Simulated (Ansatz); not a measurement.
# Au: a changed input and its effect

System: Au (2 atoms in the cell).
Method of run A: DFT PBE, scalar-relativistic, plane waves, PAW, no spin polarisation (Ansatz 0.2.0).

The structure derives from a Materials Project entry. Text and figures count atoms from 1; the logs count them from 0 in places.

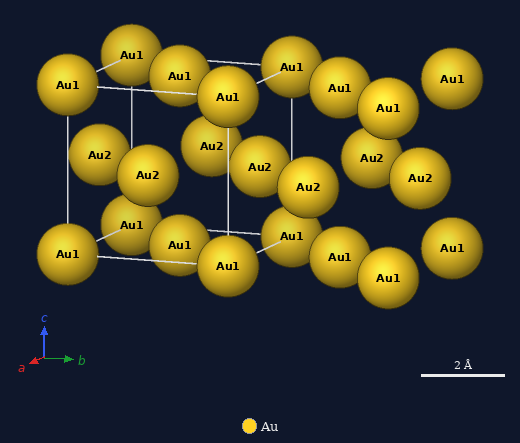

The structure (spheres-only view of the cell 2 times as large as that of the calculation, set on its symmetry axes, repeated 1 × 2 × 1, seen slightly off an axis; atoms are numbered from 1 in the order of the input).

### The input, run A
```yaml
crystal:
  lattice:
    - [2.0789480793, 2.0789480793, 0.0]
    - [-2.0789480793, 2.0789480793, 0.0]
    - [0.0, 0.0, 4.1578961586]
  atoms:
    - { symbol: Au, position: [0.0, 0.0, 0.0] }
    - { symbol: Au, position: [0.5, 0.5, 0.5] }
basis:
  ecutwfc: 420
kpoints:
  mp_grid: { grid: [18, 18, 12] }
hamiltonian:
  xc: pbe
scf:
  occupations: { method: gaussian, width: 0.1 }
output:
  forces: true
  stress: true
  eigenvalues: true
```

Launched with:
```bash
ansatz run input.yaml --threads 1 --pin off --max-ram 2560MiB --backend cpu --events-out ev --progress --plain --runs-dir out
```

Hardware: 1 thread of Intel Xeon @ 2.90GHz (Ice Lake), 32 GiB of memory available, shared host.

### Output, shortened to warnings, some set-up lines, iterations and results (run A)
```
Basis set: ecut = 420 eV, 681 PW (Γ), exchange–correlation on 40×40×60 points (8 copies of the dense FFT grid, shifted against one another)
Symmetry: 32 space group operations
k-points: 385 of 3888
Initial density: superposition of atomic densities (neutral atoms: chi_scale 0, normalization atom), corrected by the library's trained network
[...]
SCF iter   1: F=—  HF=-26298.655002 eV  |F-HF|=—  |Δ(HF+E_count)|=         —  Δρ=1.47e-3  dr2=1.25e-4  ethr=1.77e-3  ⟨swp⟩=4.7  Hψ=32873  notcnv=0
SCF iter   2: F=—  HF=-26298.656297 eV  |F-HF|=—  |Δ(HF+E_count)|=   1.30e-3  Δρ=8.33e-4  dr2=4.83e-5  ethr=3.28e-7  ⟨swp⟩=2.9  Hψ=21113  notcnv=0
SCF iter   3: F=—  HF=-26298.656424 eV  |F-HF|=—  |Δ(HF+E_count)|=   1.27e-4  Δρ=7.06e-5  dr2=1.15e-6  ethr=1.27e-7  ⟨swp⟩=2.0  Hψ=13037  notcnv=0
SCF iter   4: F=—  HF=-26298.656424 eV  |F-HF|=—  |Δ(HF+E_count)|=   2.68e-7  Δρ=2.73e-5  dr2=2.31e-7  ethr=3.02e-9  ⟨swp⟩=1.0  Hψ=8785  notcnv=0
SCF iter   5: F=-26298.656424 eV  HF=-26298.656424 eV  |F-HF|=4.49e-9  |Δ(HF+E_count)|=   7.33e-8  Δρ=6.73e-6  dr2=6.81e-9  ethr=6.08e-10  ⟨swp⟩=1.0  Hψ=8786  notcnv=0
SCF iter   6: F=-26298.656424 eV  HF=-26298.656424 eV  |F-HF|=1.06e-10  |Δ(HF+E_count)|=   5.04e-9  Δρ=9.06e-7  dr2=1.57e-10  ethr=1.79e-11  ⟨swp⟩=1.9  Hψ=27991  notcnv=0
SCF 1 converged in 6 iterations: F = -26298.656424 eV  dr2 = 1.57e-10
SCF converged after 6 iterations
Free energy (F): -26298.656424 eV
Harris-Foulkes:  -26298.656424 eV  (|F-HF|=1.06e-10)
Internal energy: -26298.653107 eV  (E = F + TS)
E sigma→0 (E₀):  -26298.654765 eV
Entropy (-TS):   -0.003317 eV (-1.659 meV/atom)
Fermi energy:    19.220115 eV
--- Per-component energies (eV) ---
  E_band       = -459.310959
  E_kinetic    = 1208.221532
  E_local      = -3565.899151  (includes V_loc(G=0)·N_el)
  E_nonlocal   = 148.757919
  E_hartree    = 1511.166542
  E_xc         = -455.322443
  E_vxc        = -549.516250  (∫ρ·V_xc dr)
  E_paw        = -19413.508259  (= ΣΔE_a)
  E_vpaw       = -723.210083  (= ΣTr[D̂ρ^β])
  E_aug_tail   = 0.002771  (compensation charges beyond the density's cutoff)
  E_ewald      = -5732.072018
  E_smearing   = -0.003317  (= −TS)
  E_closure    = 0.000000  (closes the sum)
  Σ components = -26298.656424   (vs F -26298.656424, Δ=0.00e0)
--- Forces (eV/Å), atoms counted from 1 ---
  atom   1  Au    -0.00000000    -0.00000000     0.00000000
  atom   2  Au     0.00000000    -0.00000000     0.00000000
  max |Σ_I F_I| component: 2.94e-29 eV/Å
--- Stress (GPa, compression-positive) ---
        0.106323      -0.000000       0.000000
       -0.000000       0.106323       0.000000
        0.000000       0.000000      -0.162793
  P = ⅓ Tr σ = 0.0166 GPa (0.166 kbar)
```

The input of run B differs as follows (lines with − go, lines with + come):
```diff
-    - [2.0789480793, 2.0789480793, 0.0]
-    - [-2.0789480793, 2.0789480793, 0.0]
-    - [0.0, 0.0, 4.1578961586]
+    - [2.0997375601, 2.0997375601, 0.0]
+    - [-2.0997375601, 2.0997375601, 0.0]
+    - [0.0, 0.0, 4.0823393216]
+  mixing: { algorithm: anderson, beta: 0.2, ndim: 4 }
+  n_extra_bands: 1
```

Predict how the results change.

With the same functional and potentials, run B lies 0.01 meV per atom higher. The pressure goes from 0.02 to −0.19 GPa. The volume per atom goes from 17.97 to 18.00 Å³. The number of SCF iterations is the same.

### Output, shortened to warnings, some set-up lines, iterations and results (run B)
```
Basis set: ecut = 420 eV, 681 PW (Γ), exchange–correlation on 40×40×60 points (8 copies of the dense FFT grid, shifted against one another)
Symmetry: 32 space group operations
k-points: 385 of 3888
Initial density: superposition of atomic densities (neutral atoms: chi_scale 0, normalization atom), corrected by the library's trained network
[...]
SCF iter   1: F=—  HF=-26298.654860 eV  |F-HF|=—  |Δ(HF+E_count)|=         —  Δρ=1.47e-3  dr2=1.23e-4  ethr=1.77e-3  ⟨swp⟩=4.0  Hψ=28119  notcnv=0
SCF iter   2: F=—  HF=-26298.656098 eV  |F-HF|=—  |Δ(HF+E_count)|=   1.24e-3  Δρ=1.21e-3  dr2=9.00e-5  ethr=3.25e-7  ⟨swp⟩=2.9  Hψ=20126  notcnv=0  κ⁻¹=1.0e0(r=1)
SCF iter   3: F=—  HF=-26298.656392 eV  |F-HF|=—  |Δ(HF+E_count)|=   2.94e-4  Δρ=1.56e-4  dr2=5.25e-6  ethr=2.37e-7  ⟨swp⟩=2.0  Hψ=11948  notcnv=0  κ⁻¹=1.3e-3(r=2)
SCF iter   4: F=—  HF=-26298.656394 eV  |F-HF|=—  |Δ(HF+E_count)|=   2.03e-6  Δρ=1.23e-4  dr2=2.27e-6  ethr=1.38e-8  ⟨swp⟩=2.0  Hψ=10624  notcnv=0  κ⁻¹=1.7e-4(r=3)
SCF iter   5: F=—  HF=-26298.656395 eV  |F-HF|=—  |Δ(HF+E_count)|=   9.62e-7  Δρ=3.77e-5  dr2=3.08e-7  ethr=5.97e-9  ⟨swp⟩=2.6  Hψ=14120  notcnv=0  κ⁻¹=1.9e-6(r=3)
SCF iter   6: F=-26298.656395 eV  HF=-26298.656396 eV  |F-HF|=4.73e-8  |Δ(HF+E_count)|=   2.28e-7  Δρ=1.74e-5  dr2=7.30e-8  ethr=2.63e-10  ⟨swp⟩=5.4  Hψ=34400  notcnv=0
SCF 1 converged in 6 iterations: F = -26298.656395 eV  dr2 = 7.30e-8
SCF converged after 6 iterations
Stability not checked: this state was not tested for a lower state beside it, because the mixer in use, unlike msr1, does not test its closes by its own steps (another_mixer; see scf.mixing.algorithm and scf.lower_state_search)
Free energy (F): -26298.656395 eV
Harris-Foulkes:  -26298.656396 eV  (|F-HF|=4.73e-8)
Internal energy: -26298.653254 eV  (E = F + TS)
E sigma→0 (E₀):  -26298.654825 eV
Entropy (-TS):   -0.003142 eV (-1.571 meV/atom)
Fermi energy:    19.200895 eV
--- Per-component energies (eV) ---
  E_band       = -460.656574
  E_kinetic    = 1208.170081
  E_local      = -3570.630428  (includes V_loc(G=0)·N_el)
  E_nonlocal   = 148.764954
  E_hartree    = 1512.874346
  E_xc         = -455.293023
  E_vxc        = -549.475214  (∫ρ·V_xc dr)
  E_paw        = -19413.511920  (= ΣΔE_a)
  E_vpaw       = -723.216716  (= ΣTr[D̂ρ^β])
  E_aug_tail   = 0.002834  (compensation charges beyond the density's cutoff)
  E_ewald      = -5729.030097
  E_smearing   = -0.003142  (= −TS)
  E_closure    = 0.000000  (closes the sum)
  Σ components = -26298.656395   (vs F -26298.656395, Δ=0.00e0)
--- Forces (eV/Å), atoms counted from 1 ---
  atom   1  Au     0.00000000     0.00000000    -0.00000000
  atom   2  Au    -0.00000000    -0.00000000    -0.00000000
  max |Σ_I F_I| component: 5.72e-30 eV/Å
--- Stress (GPa, compression-positive) ---
       -0.285746       0.000000       0.000000
        0.000000      -0.285746       0.000000
        0.000000       0.000000       0.001363
  P = ⅓ Tr σ = -0.1900 GPa (-1.900 kbar)
```

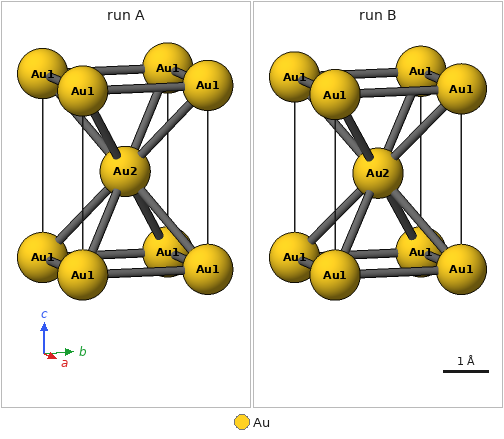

The two input geometries at one scale (ball-and-stick view of the cell of the calculation, seen slightly off an axis). No atom moves by more than 0.005 Å relative to the cell. The volume changes by +0.2 %, with a = b 2.940 → 2.969 Å (+1.0 %), c 4.158 → 4.082 Å (−1.8 %). Among the contacts that change: Au1–Au1 2.940 → 2.969 Å, Au1–Au2 2.940 → 2.928 Å.

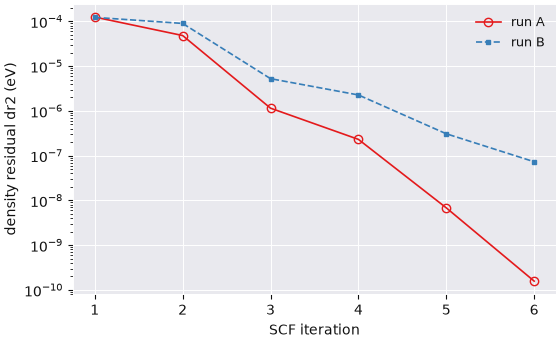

Convergence of the two runs: density residual dr2 against the SCF iteration. Run A takes 6 iterations in all, and run B takes 6.

### The two runs side by side

| quantity | run A | run B |
| --- | --- | --- |
| outcome | converged | converged |
| free energy per atom (eV) | −13149.3282 | −13149.3282 |
| energy per atom, smearing taken to zero (eV) | −13149.3274 | −13149.3274 |
| gap on the mesh (eV) | 0.00 | 0.00 |
| pressure (GPa) | 0.02 | −0.19 |
| volume per atom (Å³) | 17.97 | 18.00 |
| largest force (eV/Å) | 0.000 | 0.000 |
| SCF iterations | 6 | 6 |
| irreducible k-points | 385 | 385 |
| plane waves at Γ | 681 | 681 |
| wall time (shared host) | 8.6 s | 11 s |

For both runs: Spin–orbit coupling is left out, which matters for Au.
